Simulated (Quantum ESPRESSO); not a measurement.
**MgO (Periclase): from Born charge to LO-TO splitting**

How high does the longitudinal optical mode of MgO (Periclase) lie, given the transverse one, the Born charge and ε∞?

Calculated with Quantum ESPRESSO 7.5; DFT PBE, scalar-relativistic, plane waves, GBRV ultrasoft pseudopotentials.

The database entry behind the starting cell differs from later determinations by our own check (about 0.1 % long), so it need not match the best structure at ambient conditions.

## (1) The relaxed structure

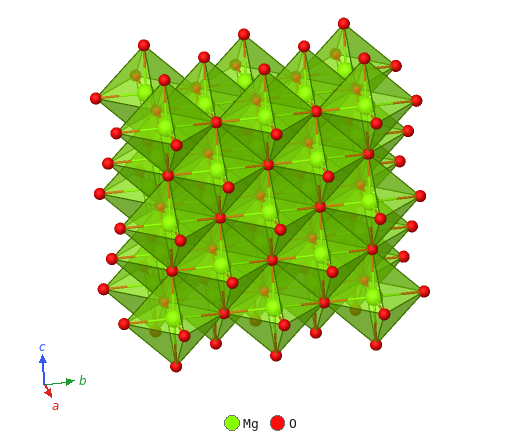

Start, viewed slightly off an axis; magnesium green, oxygen red. 1×2×2 cells are drawn. This picture shows the conventional cell, with its axes. Some periodic images of atoms are drawn too.

This is the cell after its relaxation at this level of theory, not the database cell from which that began.

## (2) What the response run gave

A linear-response run on the relaxed cell, with the response to an electric field; only its zone-centre results are used. Cutoff 55 Ry, k mesh 12×12×12.

The log of the run:

```text
[banners, grids, parts of the stress and lines that vanish by symmetry left out]
Program PHONON v.7.5
     Reading xml data from directory:

[...]
Exchange-correlation= PBE
                           (   1   4   3   4   0   0   0)
[...]
kinetic-energy cut-off    =      55.0000  Ry
     charge density cut-off    =     440.0000  Ry
     convergence threshold     =      1.0E-18
[...]
Exchange-correlation= PBE
                           (   1   4   3   4   0   0   0)
[...]
q = (   0.0000000   0.0000000   0.0000000 )
     49 Sym.Ops. (with q -> -q+G )
     G cutoff =  360.3101  (  20179 G-vectors)     FFT grid: ( 40, 40, 40)
     G cutoff =  180.1551  (   7239 G-vectors)  smooth grid: ( 27, 27, 27)
     number of k points=    72
[...]
Mode symmetry, O_h (m-3m)  point group:
[...]
Dielectric constant
[...]
End of electric fields calculation
          Dielectric constant in cartesian axis
          (       3.239002207      -0.000000000       0.000000000 )
          (      -0.000000000       3.239002207      -0.000000000 )
          (      -0.000000000      -0.000000000       3.239002207 )
          Effective charges (d Force / dE) in cartesian axis without acoustic sum rule applied (asr)
           atom    1  Mg    Mean Z*:        2.00186
      Ex  (        2.00186       -0.00000        0.00000 )
      Ey  (       -0.00000        2.00186       -0.00000 )
      Ez  (        0.00000       -0.00000        2.00186 )
           atom    2  O     Mean Z*:       -1.99987
      Ex  (       -1.99987       -0.00000       -0.00000 )
      Ey  (       -0.00000       -1.99987        0.00000 )
      Ez  (        0.00000        0.00000       -1.99987 )
          Effective charges Sum: Mean:        0.00198
[...]
Effective charges (d Force / dE) in cartesian axis with asr applied:
           atom    1  Mg    Mean Z*:        2.00086
[...]
atom    2  O     Mean Z*:       -2.00086
[...]
Representation #   1 modes #   1   2   3
[...]
End of self-consistent calculation
     Convergence has been achieved
     Representation #   2 modes #   4   5   6
[...]
End of self-consistent calculation
     Convergence has been achieved
[...]
Dielectric constant in cartesian axis
          (       3.239002207      -0.000000000       0.000000000 )
          (      -0.000000000       3.239002207      -0.000000000 )
          (      -0.000000000      -0.000000000       3.239002207 )
          Effective charges (d Force / dE) in cartesian axis without acoustic sum rule applied (asr)
           atom    1  Mg    Mean Z*:        2.00186
      Ex  (        2.00186       -0.00000        0.00000 )
      Ey  (       -0.00000        2.00186       -0.00000 )
      Ez  (        0.00000       -0.00000        2.00186 )
           atom    2  O     Mean Z*:       -1.99987
      Ex  (       -1.99987       -0.00000       -0.00000 )
      Ey  (       -0.00000       -1.99987        0.00000 )
      Ez  (        0.00000        0.00000       -1.99987 )
          Effective charges Sum: Mean:        0.00198
[...]
Effective charges (d Force / dE) in cartesian axis with asr applied:
           atom    1  Mg    Mean Z*:        2.00086
[...]
atom    2  O     Mean Z*:       -2.00086
[...]
q = (    0.000000000   0.000000000   0.000000000 )
[...]
freq (    1) =      -0.232218 [THz] =      -7.745956 [cm-1]
     freq (    2) =      -0.232218 [THz] =      -7.745956 [cm-1]
     freq (    3) =      -0.232218 [THz] =      -7.745956 [cm-1]
     freq (    4) =      10.967239 [THz] =     365.827707 [cm-1]
     freq (    5) =      10.967239 [THz] =     365.827707 [cm-1]
     freq (    6) =      10.967239 [THz] =     365.827707 [cm-1]
[...]
Mode symmetry, O_h (m-3m)  point group:
     freq (   1-   3) =         -7.7  [cm-1]   --> T_1u G_15  G_4- I
     freq (   4-   6) =        365.8  [cm-1]   --> T_1u G_15  G_4- I

   JOB DONE.
```

| quantity | value |
| --- | --- |
| cell volume Ω (Å³) | 19.260 |
| mass of Mg (u) | 24.305 |
| mass of O (u) | 15.999 |
| Born charge of Mg, raw (e) | 2.002 |
| Born charge of O, raw (e) | -2.000 |
| ε∞ | 3.239 |
| ω(TO) after the sum rule (cm⁻¹) | 365.9 |

## (3) The calculation

The charges must sum to zero over the cell; taking off their mean, 0.001 e, leaves Z* = 2.001 e on Mg. In the polar mode Mg moves against O, so the reduced mass is μ = 24.30 × 16.00 / 40.30 = 9.648 u.

A longitudinal wave builds up a field that adds to the restoring force: ω(LO)² = ω(TO)² + 4π Z*² / (μ Ω ε∞), in Hartree atomic units. With μ = 17587 electron masses and Ω = 129.98 bohr³ the second term is 6.7950e-06 Ha², or 327309 cm⁻² (1 Ha = 219474.6 cm⁻¹).

So ω(LO) = √(133883 + 327309) = 679.1 cm⁻¹, and by the Lyddane-Sachs-Teller relation ε₀ = ε∞ (ω(LO)/ω(TO))² = 11.16.

## (4) Check against the program

The analysis program adds the same non-analytic term to the full matrix, here for q along (1 0 0).

The log of the run:

```text
[banner, memory and clock lines left out]
Program DYNMAT v.7.5

     Reading Dynamical Matrix from file g.dyn
     ...Force constants read
     ...epsilon and Z* read

     Polarizability (A^3 units)
     multiply by 0.572628 for Clausius-Mossotti correction
         3.431693   -0.000000   -0.000000
        -0.000000    3.431693   -0.000000
         0.000000   -0.000000    3.431693

     IR activities are in (D/A)^2/amu units

# mode   [cm-1]    [THz]      IR
    1     -0.00   -0.0000    0.0000
    2      0.00    0.0000    0.0000
    3      0.00    0.0000    0.0000
    4    365.90   10.9695    9.5733
    5    365.90   10.9695    9.5733
    6    679.10   20.3590    9.5733
```

ε₀ comes from the program's run without a direction of q.

| quantity | by hand | program |
| --- | --- | --- |
| ω(LO) (cm⁻¹) | 679.1 | 679.1 |
| ε₀ | 11.16 | 11.16 |

## (5) Summary of results

| Property | Result |
| --- | --- |
| TO mode | 365.9 cm⁻¹ |
| LO mode | 679.1 cm⁻¹ |
| static dielectric constant | 11.16 |

In words: The LO mode of MgO (Periclase) lies at 679 cm⁻¹, 313 cm⁻¹ above the TO mode; the formula meets the program within 0.1 cm⁻¹, as it must for a cubic crystal with one polar mode. ω(LO)² − ω(TO)² goes with Z*²/ε∞: an error of 5 % in ε∞ would move the LO mode by 11.6 cm⁻¹, and semilocal functionals tend to overestimate ε∞. These are harmonic values at zero temperature, at the volume of this functional, for the structure held cubic; stability elsewhere in the zone is no part of this calculation.

[Host names and launcher messages were left out of these logs when they were recorded.]

[Logs are printed without paths, hosts, clocks, repeated set-up lines and the standing remarks that a program may print on its own settings, such as how far it seeks lower states.]

[Hosts, paths, dates, database ids (printed as entryN), source tags and the programs' standing remarks are cut or masked in the printed files.]
